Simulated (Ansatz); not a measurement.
```xyz
4
Lattice="3.5366 0.0000 0.0000 0.0000 3.5366 0.0000 0.0000 0.0000 3.5366" Properties=species:S:1:pos:R:3 pbc="T T T"
Co    0.0000    0.0000    0.0000
Co    1.7683    1.7683    0.0000
Co    1.7683    0.0000    1.7683
Co    0.0000    1.7683    1.7683
```

Space group Fm-3m; a structure from a database of computed crystals, not necessarily the ambient phase; computed pressure about −3 GPa in this cell; spin-polarised.

These are results of Kohn-Sham DFT of a periodic cell, PBE, Ansatz PAW (Ansatz 0.2.0), not measurements.

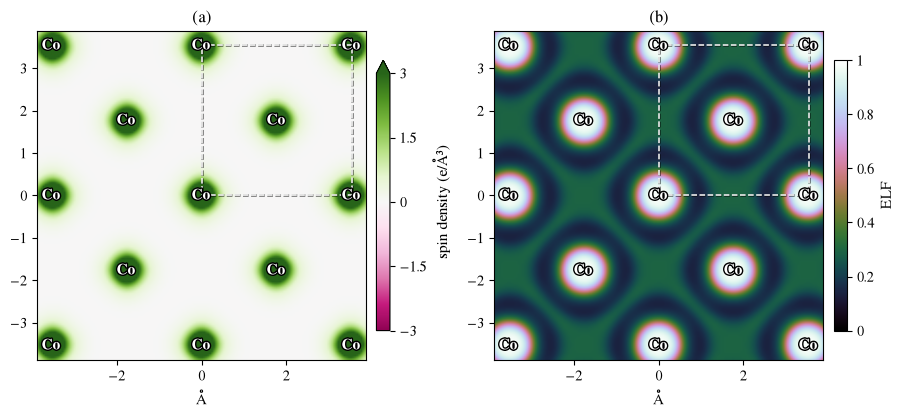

Co. (a) spin density (up minus down); (b) electron localisation function on the (100) plane of the conventional cell.

In a PAW calculation such maps are meaningful between the atoms, not at the nuclei.

> Read the bonding off the picture.

- Atoms in the plane: Co.
- Co–Co (2.50 Å): the ELF is about 0.25 at the midpoint (no shared electron pair shows on this line).
- The features right at Co lie inside the PAW spheres, where the map follows smoothed inner orbitals and isn't to be read closely.
- The spin density sits on Co: +1.7 μB (×4) in one cell of 4 atoms: parallel main moments, as they must be, since the calculation's own cell holds one magnetic site. The cell of the calculation (1 atoms) carries 1.6 μB of net spin moment.
